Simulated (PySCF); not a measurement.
**Geometry relaxation, with input and output: CHF₃ (charge +1)**

The run: geometry relaxation of CHF₃, charge +1, multiplicity 2. Method and program: SVWN5/def2-SVP, UKS (PySCF 2.14.0).

The atoms were displaced at random from an optimised geometry. The geometry is that of the parent species in another charge or spin state. Figures and captions count atoms from 1; the log counts them from 0 in places.

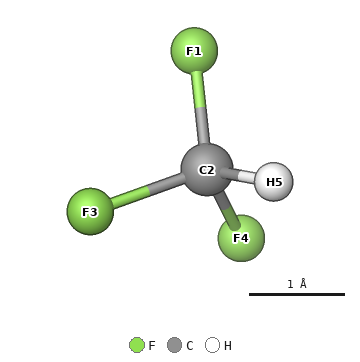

*The structure as given in the input (ball-and-stick view, seen at a tilt; atoms are numbered from 1 in the order of the input).*

Bond lengths as drawn: C–F 1.31 to 1.36 Å and C–H 1.05 Å.

### Summary

- outcome: converged
- total energy: −335.268152 hartree
- basis functions: 61
- ⟨S²⟩: 0.751
- zero-point energy: 0.019497 hartree
- wavenumbers, lowest and highest: 510 and 1539 cm⁻¹
- hardware: 1 thread of Arm Neoverse N1, 24 GiB of memory available, shared host
- wall time: 4.5 min
- peak memory: 0.72 GiB

The record of the run, not the program, notes: dipole of an ion depends on the origin.

### Input file (input.py)
```python
import numpy
from pyscf import gto, dft, symm
from pyscf.hessian import thermo
from pyscf.geomopt.geometric_solver import kernel as optimise

mol = gto.M(
    atom=[
    ('F', (-0.670848, -0.340533, 1.083096)),
    ('C', (0.013525, 0.066588, 0.037498)),
    ('F', (1.056710, -0.794785, -0.130184)),
    ('F', (-0.785961, -0.053456, -1.044180)),
    ('H', (0.364722, 1.056195, 0.122909)),
],
    verbose=3,
    max_memory=1860,
    spin=1,
    charge=1,
    basis='def2-svp',
)

mf = dft.UKS(mol)
mf.xc = 'svwn'
mf.conv_tol = 1e-10
mf.grids.level = 4
mf = mf.newton()
converged, mol_eq = optimise(mf, maxsteps=80)
print('converged:', converged)
print(mol_eq.tostring())

mf.reset(mol_eq)
mol = mol_eq
mf.kernel()
etot = mf.e_tot
print('E(%s) = %.9f' % ('SVWN5', etot))
hess = mf.Hessian().kernel()
modes = thermo.harmonic_analysis(mol, hess)
print('frequencies (1/cm)', numpy.round(modes['freq_wavenumber'], 1))
symm.geom.TOLERANCE = 1e-3  # for the symmetry number
th = thermo.thermo(mf, modes['freq_au'], 298.15, 101325)
thermo.dump_thermo(mol, th)
```

Command:
```bash
OMP_NUM_THREADS=1 python input.py
```

### Output
```
#|     Arguments passed to driver run_optimizer():      |#
customengine              <pyscf.geomopt.geometric_solver.PySCFEngine object>
maxiter                   80
----------------------------------------------------------
Custom engine selected.
Bonds will be generated from interatomic distances less than 1.20 times sum of covalent radii
15 internal coordinates being used (instead of 15 Cartesians)
Internal coordinate system (atoms numbered from 1):
Distance 1-2
Distance 2-3
Distance 2-4
Distance 2-5
Angle 1-2-3
Angle 1-2-4
Angle 1-2-5
Angle 3-2-4
Angle 3-2-5
Angle 4-2-5
Translation-X 1-5
Translation-Y 1-5
Translation-Z 1-5
Rotation-A 1-5
Rotation-B 1-5
Rotation-C 1-5
<class 'geometric.internal.Distance'> : 4
<class 'geometric.internal.Angle'> : 6
<class 'geometric.internal.TranslationX'> : 1
<class 'geometric.internal.TranslationY'> : 1
<class 'geometric.internal.TranslationZ'> : 1
<class 'geometric.internal.RotationA'> : 1
<class 'geometric.internal.RotationB'> : 1
<class 'geometric.internal.RotationC'> : 1
> ===== Optimization Info: ====
> Job type: Energy minimization
> Maximum number of optimization cycles: 80
> Initial / maximum trust radius (Angstrom): 0.100 / 0.300
> Convergence Criteria:
> Will converge when all 5 criteria are reached:
>  |Delta-E| < 1.00e-06
>  RMS-Grad  < 3.00e-04
>  Max-Grad  < 4.50e-04
>  RMS-Disp  < 1.20e-03
>  Max-Disp  < 1.80e-03
> === End Optimization Info ===

Geometry optimization cycle 1
Cartesian coordinates (Angstrom)
 Atom        New coordinates             dX        dY        dZ
   F  -0.670848  -0.340533   1.083096    0.000000  0.000000  0.000000
   C   0.013525   0.066588   0.037498   -0.000000  0.000000 -0.000000
   F   1.056710  -0.794785  -0.130184    0.000000  0.000000  0.000000
   F  -0.785961  -0.053456  -1.044180    0.000000  0.000000  0.000000
   H   0.364722   1.056195   0.122909    0.000000  0.000000  0.000000

WARN: Mole.unit (angstrom) is changed to Bohr

WARN: HOMO -0.388032917778018 >= LUMO -0.388032917778018

WARN: HOMO -0.6743647909048149 > LUMO -0.676246764555954 was found in the canonicalized orbitals.

converged SCF energy = -335.227941440228  <S^2> = 0.75100417  2S+1 = 2.0010039
--------------- SecondOrderUKS_Scanner gradients ---------------
         x                y                z
0 F    -0.0115316693    -0.0319578537    -0.0042671779
1 C     0.0577869308     0.1880605940     0.0290896613
2 F     0.0047398843    -0.0432336595    -0.0044492505
3 F    -0.0207394202    -0.0313104629    -0.0137922902
4 H    -0.0302504045    -0.0815539448    -0.0065637463
----------------------------------------------
cycle 1: E = -335.22794144  dE = -335.228  norm(grad) = 0.227697
Step    0 : Gradient = 1.018e-01/1.989e-01 (rms/max) Energy = -335.2279414402
Hessian Eigenvalues: 5.00000e-02 5.00000e-02 5.00000e-02 ... 5.23058e-01 5.49336e-01 6.33728e-01

Geometry optimization cycle 2
Cartesian coordinates (Angstrom)
 Atom        New coordinates             dX        dY        dZ
   F  -0.673383  -0.281067   1.141466   -0.002535  0.059466  0.058370
   C  -0.038219  -0.079368   0.020260   -0.051744 -0.145956 -0.017238
   F   1.112027  -0.736016  -0.130101    0.055317  0.058769  0.000083
   F  -0.779965   0.020127  -1.074966    0.005996  0.073583 -0.030786
   H   0.357509   1.010176   0.111900   -0.007213 -0.046019 -0.011009
converged SCF energy = -335.260609433685  <S^2> = 0.75098184  2S+1 = 2.0009816
--------------- SecondOrderUKS_Scanner gradients ---------------
         x                y                z
0 F    -0.0115398993    -0.0020007762     0.0230372402
1 C     0.0068257491     0.0430070938     0.0139901763
2 F     0.0331375344    -0.0162045294    -0.0046385325
3 F    -0.0177505352     0.0049282250    -0.0292835847
4 H    -0.0106543134    -0.0297431995    -0.0031164284
----------------------------------------------
cycle 2: E = -335.260609434  dE = -0.032668  norm(grad) = 0.0796668
Step    1 : Displace = 9.636e-02/1.558e-01 (rms/max) Trust = 1.000e-01 (=) Grad = 3.563e-02/4.574e-02 (rms/max) E (change) = -335.2606094337 (-3.267e-02) Quality = 1.034
Hessian Eigenvalues: 5.00000e-02 5.00000e-02 5.00000e-02 ... 5.28333e-01 5.58962e-01 6.44518e-01

Geometry optimization cycle 3
Cartesian coordinates (Angstrom)
 Atom        New coordinates             dX        dY        dZ
   F  -0.664533  -0.289628   1.113778    0.008850 -0.008561 -0.027689
   C  -0.043037  -0.103788   0.012774   -0.004819 -0.024419 -0.007486
   F   1.072263  -0.725306  -0.127933   -0.039764  0.010710  0.002168
   F  -0.762286   0.003200  -1.045623    0.017679 -0.016927  0.029343
   H   0.374422   1.050153   0.116173    0.016913  0.039977  0.004273
converged SCF energy = -335.267100800646  <S^2> = 0.75100985  2S+1 = 2.0010096
--------------- SecondOrderUKS_Scanner gradients ---------------
         x                y                z
0 F     0.0015852911     0.0004753033    -0.0017625621
1 C     0.0019354014     0.0103486455     0.0042678854
2 F    -0.0017971588     0.0030013598    -0.0005364676
3 F     0.0024657988     0.0008593848     0.0006551370
4 H    -0.0041702101    -0.0146982791    -0.0026290007
----------------------------------------------
cycle 3: E = -335.267100801  dE = -0.00649137  norm(grad) = 0.019875
Step    2 : Displace = 3.648e-02/4.358e-02 (rms/max) Trust = 1.414e-01 (+) Grad = 8.888e-03/1.550e-02 (rms/max) E (change) = -335.2671008006 (-6.491e-03) Quality = 1.137
Hessian Eigenvalues: 4.99995e-02 5.00000e-02 5.00000e-02 ... 5.35394e-01 5.91793e-01 7.04089e-01

Geometry optimization cycle 4
Cartesian coordinates (Angstrom)
 Atom        New coordinates             dX        dY        dZ
   F  -0.663961  -0.292020   1.106156    0.000573 -0.002392 -0.007621
   C  -0.039907  -0.106551   0.007348    0.003131 -0.002763 -0.005426
   F   1.067457  -0.738834  -0.127558   -0.004806 -0.013527  0.000375
   F  -0.766441  -0.007865  -1.043386   -0.004155 -0.011065  0.002238
   H   0.378405   1.080800   0.126968    0.003982  0.030647  0.010795
converged SCF energy = -335.267834132676  <S^2> = 0.7510423  2S+1 = 2.001042
--------------- SecondOrderUKS_Scanner gradients ---------------
         x                y                z
0 F     0.0015607318    -0.0008000472    -0.0041593022
1 C     0.0015990600     0.0081886242     0.0026593966
2 F    -0.0021324157     0.0003598770     0.0003210153
3 F     0.0009798316    -0.0010239039     0.0023840643
4 H    -0.0019808683    -0.0067438425    -0.0012088136
----------------------------------------------
cycle 4: E = -335.267834133  dE = -0.000733332  norm(grad) = 0.0126647
Step    3 : Displace = 1.751e-02/3.254e-02 (rms/max) Trust = 2.000e-01 (+) Grad = 5.664e-03/8.757e-03 (rms/max) E (change) = -335.2678341327 (-7.333e-04) Quality = 1.339
Hessian Eigenvalues: 4.99860e-02 5.00000e-02 5.00000e-02 ... 5.35385e-01 5.83028e-01 6.87916e-01

Geometry optimization cycle 5
Cartesian coordinates (Angstrom)
 Atom        New coordinates             dX        dY        dZ
   F  -0.663434  -0.286424   1.108016    0.000527  0.005596  0.001859
   C  -0.042029  -0.119105   0.002025   -0.002122 -0.012554 -0.005322
   F   1.066489  -0.745001  -0.129265   -0.000968 -0.006168 -0.001707
   F  -0.766958  -0.011535  -1.047107   -0.000517 -0.003670 -0.003721
   H   0.378773   1.099580   0.136380    0.000369  0.018780  0.009412
converged SCF energy = -335.268134573546  <S^2> = 0.75106827  2S+1 = 2.001068
--------------- SecondOrderUKS_Scanner gradients ---------------
         x                y                z
0 F     0.0004201075     0.0002317907    -0.0008685065
1 C     0.0004373828     0.0006264567    -0.0001203022
2 F    -0.0004752397     0.0005386776     0.0003555337
3 F     0.0001784786     0.0002104873     0.0008403626
4 H    -0.0005362231    -0.0016275427    -0.0001980835
----------------------------------------------
cycle 5: E = -335.268134574  dE = -0.000300441  norm(grad) = 0.00244606
Step    4 : Displace = 1.210e-02/2.076e-02 (rms/max) Trust = 2.828e-01 (+) Grad = 1.094e-03/1.725e-03 (rms/max) E (change) = -335.2681345735 (-3.004e-04) Quality = 1.146
Hessian Eigenvalues: 4.99339e-02 5.00000e-02 5.00000e-02 ... 5.34889e-01 5.79266e-01 6.74425e-01

Geometry optimization cycle 6
Cartesian coordinates (Angstrom)
 Atom        New coordinates             dX        dY        dZ
   F  -0.664396  -0.286054   1.108809   -0.000962  0.000370  0.000793
   C  -0.042750  -0.119931   0.001576   -0.000722 -0.000826 -0.000450
   F   1.064659  -0.747637  -0.130362   -0.001830 -0.002636 -0.001097
   F  -0.766449  -0.013963  -1.048820    0.000509 -0.002428 -0.001713
   H   0.379815   1.106677   0.138350    0.001042  0.007096  0.001970
converged SCF energy = -335.268151057018  <S^2> = 0.75107539  2S+1 = 2.0010751
--------------- SecondOrderUKS_Scanner gradients ---------------
         x                y                z
0 F    -0.0001930229    -0.0001237868     0.0004033914
1 C     0.0004205838     0.0004593717    -0.0002600431
2 F    -0.0001294797    -0.0000506472    -0.0000679120
3 F     0.0000108618    -0.0001220266    -0.0000930459
4 H    -0.0000852834    -0.0001838284     0.0000266002
----------------------------------------------
cycle 6: E = -335.268151057  dE = -1.64835e-05  norm(grad) = 0.000871908
Step    5 : Displace = 3.907e-03/7.324e-03 (rms/max) Trust = 3.000e-01 (+) Grad = 3.899e-04/6.749e-04 (rms/max) E (change) = -335.2681510570 (-1.648e-05) Quality = 1.021
Hessian Eigenvalues: 4.93382e-02 4.99997e-02 5.00000e-02 ... 5.33187e-01 5.72775e-01 7.03741e-01

Geometry optimization cycle 7
Cartesian coordinates (Angstrom)
 Atom        New coordinates             dX        dY        dZ
   F  -0.664987  -0.285321   1.108288   -0.000591  0.000733 -0.000521
   C  -0.043274  -0.120481   0.001355   -0.000524 -0.000549 -0.000221
   F   1.064407  -0.747714  -0.129821   -0.000251 -0.000077  0.000541
   F  -0.766667  -0.013635  -1.048917   -0.000218  0.000328 -0.000097
   H   0.379935   1.107521   0.138129    0.000120  0.000844 -0.000221
converged SCF energy = -335.26815189502  <S^2> = 0.75107585  2S+1 = 2.0010756
--------------- SecondOrderUKS_Scanner gradients ---------------
         x                y                z
0 F    -0.0000624669     0.0000162227     0.0001586078
1 C     0.0001686637     0.0000065866    -0.0002430204
2 F    -0.0000244393     0.0000014514     0.0000028534
3 F    -0.0000019826    -0.0000051844     0.0000370865
4 H    -0.0000562839    -0.0000399996     0.0000545886
----------------------------------------------
cycle 7: E = -335.268151895  dE = -8.38001e-07  norm(grad) = 0.000355855
```

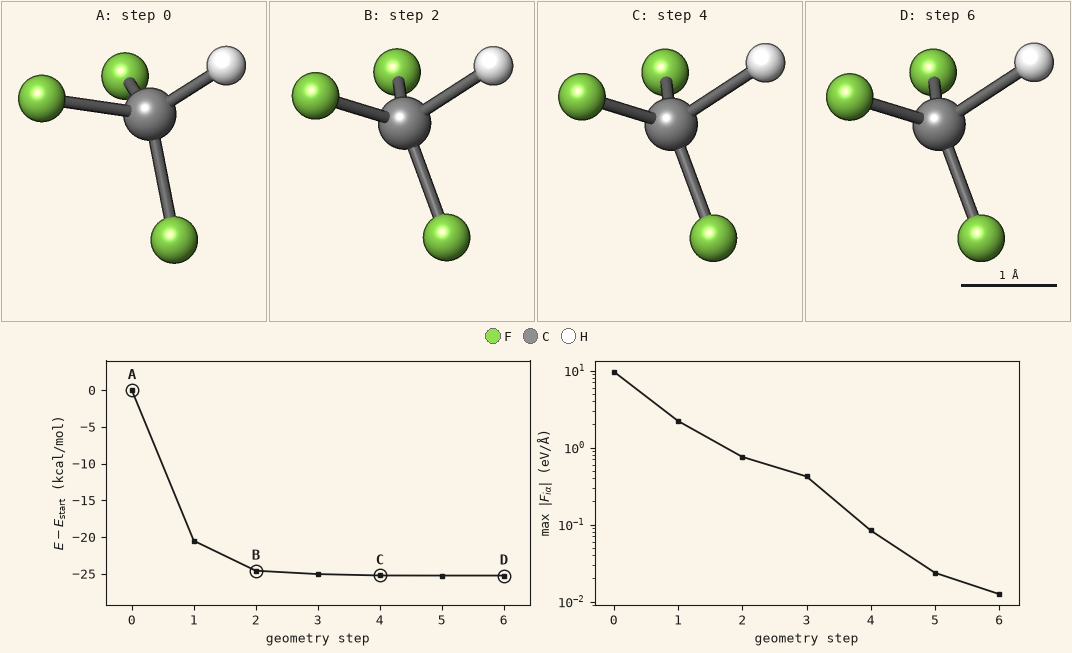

*Frames of the relaxation (ball-and-stick view, seen at a tilt) above the curves, on which the letters mark them (steps are counted from 0).*

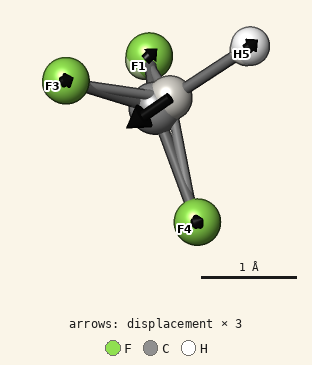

*Start (faint) and end (solid) with the displacements as black arrows, magnified 3 times (ball-and-stick view, seen at a tilt). The two geometries are laid on each other by the best rigid fit.*

After 6 geometry steps the energy has fallen by 25.2 kcal/mol. The largest force component goes from 9.7 to 0.012 eV/Å. C2 moves most after the best rigid fit: 0.20 Å. Largest moves by element: C 0.20 Å, F 0.06 Å, H 0.06 Å. Among the contacts that change: C2–H5 1.054 → 1.306 Å, C2–F3 1.363 → 1.280 Å, C2–F4 1.350 → 1.280 Å, F1–C2 1.314 → 1.280 Å. Among the angles that change: F1–C2–H5 113.6° → 100.8°, F3–C2–H5 110.4° → 101.0°, F1–C2–F3 107.5° → 116.5°. (Atoms are counted from 1 in the order of the input.)

```
Step    6 : Displace = 5.390e-04/8.478e-04 (rms/max) Trust = 3.000e-01 (=) Grad = 1.591e-04/2.959e-04 (rms/max) E (change) = -335.2681518950 (-8.380e-07) Quality = 1.100
Hessian Eigenvalues: 4.93382e-02 4.99997e-02 5.00000e-02 ... 5.33187e-01 5.72775e-01 7.03741e-01
Converged! =D

converged: True
F          -0.66498728       -0.28532100        1.10828786
C          -0.04327356       -0.12048076        0.00135473
F           1.06440734       -0.74771375       -0.12982079
F          -0.76666650       -0.01363529       -1.04891680
H           0.37993457        1.10752064        0.13812902

WARN: HOMO -0.295541297725694 >= LUMO -0.295541297725694

converged SCF energy = -335.26815189502  <S^2> = 0.75107585  2S+1 = 2.0010756
E(SVWN5) = -335.268151895
frequencies (1/cm) [ 509.9  510.7  743.6  745.   745.7  950.7 1405.9 1407.7 1538.8]
temperature 298.1500 [K]
pressure 101325.00 [Pa]
Rotational constants [GHz] 10.56533 10.56205 5.61535
Symmetry number 1
Zero-point energy (ZPE) 0.01950 [Eh]   51189.582 [J/mol]
                           tot       elec      trans        rot        vib
Entropy [J/mol/K]       276.075      5.763    161.734     99.388      9.189
Cv [J/mol/K]             47.531      0.000     12.472     12.472     22.588
Cp [J/mol/K]             55.846      0.000     20.786     12.472     22.588
Internal energy [J/mol]                      3718.434   3718.434  53248.120
Internal energy [Eh]   -335.24504  -335.26815
Enthalpy [J/mol]                             6197.391   3718.434  53248.120
Enthalpy [Eh]          -335.24409
Gibbs free energy [J/mol]                  -42023.681 -25914.148  50508.328
Gibbs free energy [Eh] -335.27544
```

### Trajectory as extended XYZ (Å, eV, eV/Å), 7 frames, from step=0 to step=6
```
5
Properties=species:S:1:pos:R:3:forces:R:3 step=0 energy=-9122.01699
F    -0.6708   -0.3405    1.0831    0.5930   1.6433   0.2194
C     0.0135    0.0666    0.0375   -2.9715  -9.6705  -1.4959
F     1.0567   -0.7948   -0.1302   -0.2437   2.2232   0.2288
F    -0.7860   -0.0535   -1.0442    1.0665   1.6100   0.7092
H     0.3647    1.0562    0.1229    1.5555   4.1937   0.3375
5
Properties=species:S:1:pos:R:3:forces:R:3 step=1 energy=-9122.90594
F    -0.6734   -0.2811    1.1415    0.5934   0.1029  -1.1846
C    -0.0382   -0.0794    0.0203   -0.3510  -2.2115  -0.7194
F     1.1120   -0.7360   -0.1301   -1.7040   0.8333   0.2385
F    -0.7800    0.0201   -1.0750    0.9128  -0.2534   1.5058
H     0.3575    1.0102    0.1119    0.5479   1.5295   0.1603
5
Properties=species:S:1:pos:R:3:forces:R:3 step=2 energy=-9123.08258
F    -0.6645   -0.2896    1.1138   -0.0815  -0.0244   0.0906
C    -0.0430   -0.1038    0.0128   -0.0995  -0.5321  -0.2195
F     1.0723   -0.7253   -0.1279    0.0924  -0.1543   0.0276
F    -0.7623    0.0032   -1.0456   -0.1268  -0.0442  -0.0337
H     0.3744    1.0502    0.1162    0.2144   0.7558   0.1352
5
Properties=species:S:1:pos:R:3:forces:R:3 step=3 energy=-9123.10253
F    -0.6640   -0.2920    1.1062   -0.0803   0.0411   0.2139
C    -0.0399   -0.1066    0.0073   -0.0822  -0.4211  -0.1368
F     1.0675   -0.7388   -0.1276    0.1097  -0.0185  -0.0165
F    -0.7664   -0.0079   -1.0434   -0.0504   0.0527  -0.1226
H     0.3784    1.0808    0.1270    0.1019   0.3468   0.0622
5
Properties=species:S:1:pos:R:3:forces:R:3 step=4 energy=-9123.11071
F    -0.6634   -0.2864    1.1080   -0.0216  -0.0119   0.0447
C    -0.0420   -0.1191    0.0020   -0.0225  -0.0322   0.0062
F     1.0665   -0.7450   -0.1293    0.0244  -0.0277  -0.0183
F    -0.7670   -0.0115   -1.0471   -0.0092  -0.0108  -0.0432
H     0.3788    1.0996    0.1364    0.0276   0.0837   0.0102
5
Properties=species:S:1:pos:R:3:forces:R:3 step=5 energy=-9123.11115
F    -0.6644   -0.2861    1.1088    0.0099   0.0064  -0.0207
C    -0.0428   -0.1199    0.0016   -0.0216  -0.0236   0.0134
F     1.0647   -0.7476   -0.1304    0.0067   0.0026   0.0035
F    -0.7664   -0.0140   -1.0488   -0.0006   0.0063   0.0048
H     0.3798    1.1067    0.1384    0.0044   0.0095  -0.0014
5
Properties=species:S:1:pos:R:3:forces:R:3 step=6 energy=-9123.11118
F    -0.6650   -0.2853    1.1083    0.0032  -0.0008  -0.0082
C    -0.0433   -0.1205    0.0014   -0.0087  -0.0003   0.0125
F     1.0644   -0.7477   -0.1298    0.0013  -0.0001  -0.0001
F    -0.7667   -0.0136   -1.0489    0.0001   0.0003  -0.0019
H     0.3799    1.1075    0.1381    0.0029   0.0021  -0.0028
```

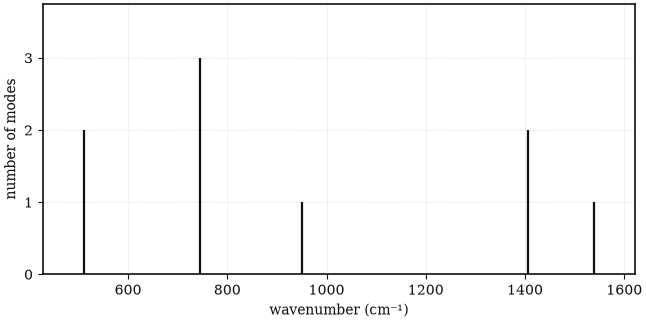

*Harmonic vibrational wavenumbers from the force constants; neighbouring modes closer than 5 cm⁻¹ are counted in one stick.*

9 modes from 510 to 1539 cm⁻¹, none imaginary.
